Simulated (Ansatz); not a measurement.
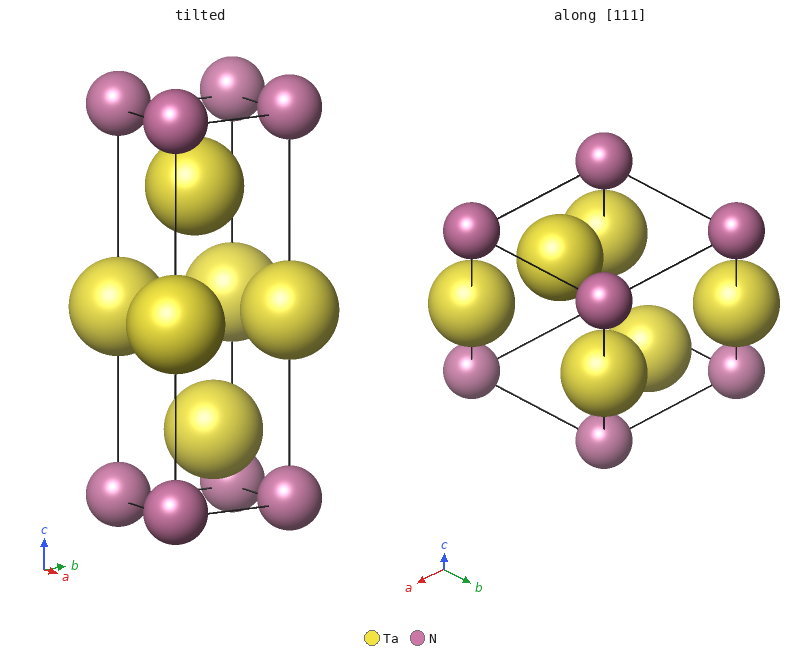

The figure gives a spheres-only picture of the atoms, viewed slightly off an axis and along [111]. The conventional unit cell is drawn as a box.

It has the composition Ta3N. Space group P3m1 (No. 156), lattice primitive hexagonal. One cell contains 3 Ta, 1 N, 4 atoms in all. The N atoms are each bonded to six Ta in a distorted octahedral arrangement. Ta takes three kinds of site: 1a with twelve Ta in a distorted cuboctahedral arrangement; 1b with twelve Ta and three N; 1c with twelve Ta and three N.

The model was built from a structure listed in the Materials Project. The cell was then strained or its atoms displaced on purpose. It was the input of a calculation with Ansatz.

At this level of theory the cell isn't at rest (compressed, at 26 GPa and forces up to 2.4 eV/Å), so its distances can differ from those at equilibrium, the more so the softer the solid.
